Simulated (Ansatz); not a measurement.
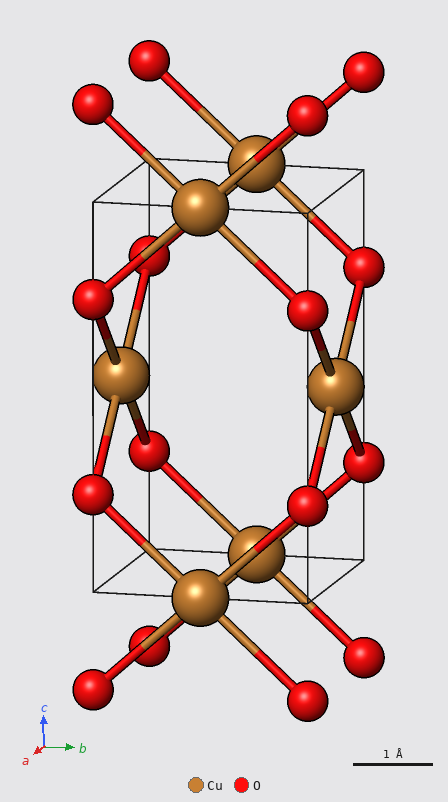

The crystal in a ball-and-stick representation, seen slightly off an axis. The frame is the simulation cell; atoms at its boundary are shown with their periodic copies. A few atoms beyond the faces are included.

The program read this input:
```yaml
crystal:
  lattice:
    - [2.8361358709, -0.0151548093, -0.0039742416]
    - [0.0233306812, 2.836049017, -0.0039499487]
    - [0.0101397317, 0.0100309913, 5.0923891494]
  atoms:
    - { symbol: Cu, position: [0.5, 0.0, 0.5] }
    - { symbol: Cu, position: [0.0, 0.5, 0.0] }
    - { symbol: O, position: [0.0002557345, 0.999738706, 0.2500003705] }
    - { symbol: O, position: [0.9997442655, 0.000261294, 0.7499996295] }
basis:
  ecutwfc: 420
kpoints:
  mp_grid: { grid: [16, 16, 10] }
hamiltonian:
  xc: pbesol
scf:
  occupations: { method: gaussian, width: 0.15 }
output:
  forces: true
  stress: true
  eigenvalues: true
```
Run as:
```sh
ansatz run input.yaml --threads 1 --pin off --max-ram 2560MiB --backend cpu --events-out ev --progress --plain --runs-dir out
```

All computed values are from Ansatz 0.2.0, DFT PBEsol, scalar-relativistic, plane waves, PAW. Settings: a plane-wave cutoff of 420 eV, k-grid 16×16×10, Gaussian smearing of 0.15 eV, no spin polarisation.

### Does the calculation give a band gap?

A metal: bands cross the Fermi level.

### How far is the cell from zero pressure?

The computed pressure is 6.7 GPa (compressed: it would expand).

Its origin is a structure listed in the Materials Project. The cell was then strained or its atoms displaced on purpose. A calculation with Ansatz used it as input.

At this level of theory the run's own cell isn't at rest (compressed, at 7 GPa), so its distances can differ from those at equilibrium, the more so the softer the solid.
